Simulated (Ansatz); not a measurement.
## Electronic structure of B in real space

Input file:

```
crystal:
  lattice:
    - [2.5071101807, 1.4474807377, 1.1970776311]
    - [-2.5071101807, 1.4474807377, 1.1970776311]
    - [0.0, -2.8949614754, 1.1970776311]
  atoms:
    - { symbol: B, position: [0.0, 0.202078764, 0.797921236] }
    - { symbol: B, position: [0.797921236, 0.0, 0.202078764] }
    - { symbol: B, position: [0.202078764, 0.797921236, 0.0] }
basis:
  ecutwfc: 420
kpoints:
  mp_grid: { grid: [18, 18, 18] }
hamiltonian:
  xc: pbe
scf:
  occupations: { method: gaussian, width: 0.1 }
output:
  forces: true
  stress: true
  eigenvalues: true
  write_density: true
  write_potential: true
  elf: true
  volumetric_format: npy
relax:
  adjacent_minimum: "off"
  f_tol: 0.01
  max_steps: 80
  cell: { stress_tol: 0.05 }
```

Launched as:

```sh
ansatz run input.yaml --threads 1 --pin off --max-ram 2560MiB --backend cpu --events-out ev --progress --plain --runs-dir out
```

Below, planes, directions and counts refer to the conventional cell (a = 5.00 Å, b = 5.00 Å, c = 3.62 Å, α = 90.00°, β = 90.00°, γ = 120.00°).

The fields are those of the relaxed geometry.

Space group R32; a structure generated by program, which may or may not match a known phase; computed without spin polarisation.

Level of theory: DFT PBE, scalar-relativistic, plane waves, PAW (Ansatz 0.2.0).

In a PAW calculation such maps are meaningful between the atoms, not at the nuclei.

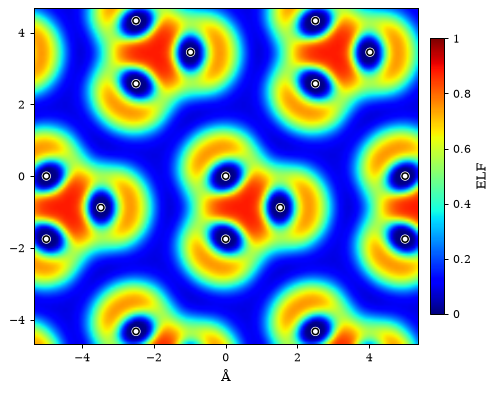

Figure 1. Electron localisation function on the (001) plane of the conventional cell. Circles mark the nuclei in the plane (B).

**Read the bonding off the picture.**

Atoms in the plane: B. B–B (1.76 Å): the ELF peaks at about 0.85 between the atoms.

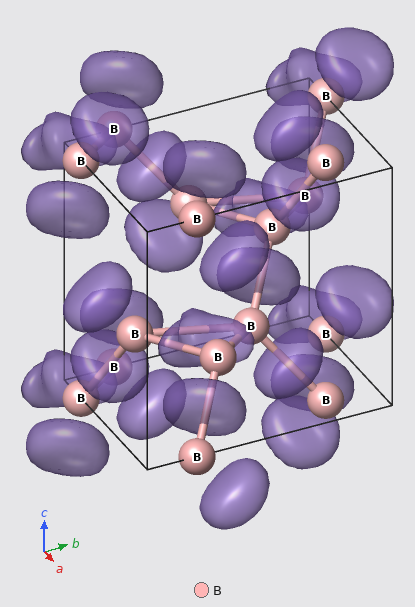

Figure 2. Isosurface of the electron localisation function at 0.8 (purple), seen slightly off an axis. Only the valence region is drawn (cores and ρ < 0.01 e/Å³ removed). Sticks mark near contacts.

**Describe the localisation domains.**

At this value the surface marks out twelve regions between bonded B–B atoms, counted in one cell of 9 atoms. Regions shared between cells count once.


B–B (1.65 Å): the ELF peaks at about 0.95 between the atoms.

**Does the calculation make it a metal, or give it a gap?**

It is gapless in this calculation (a metal or semimetal).
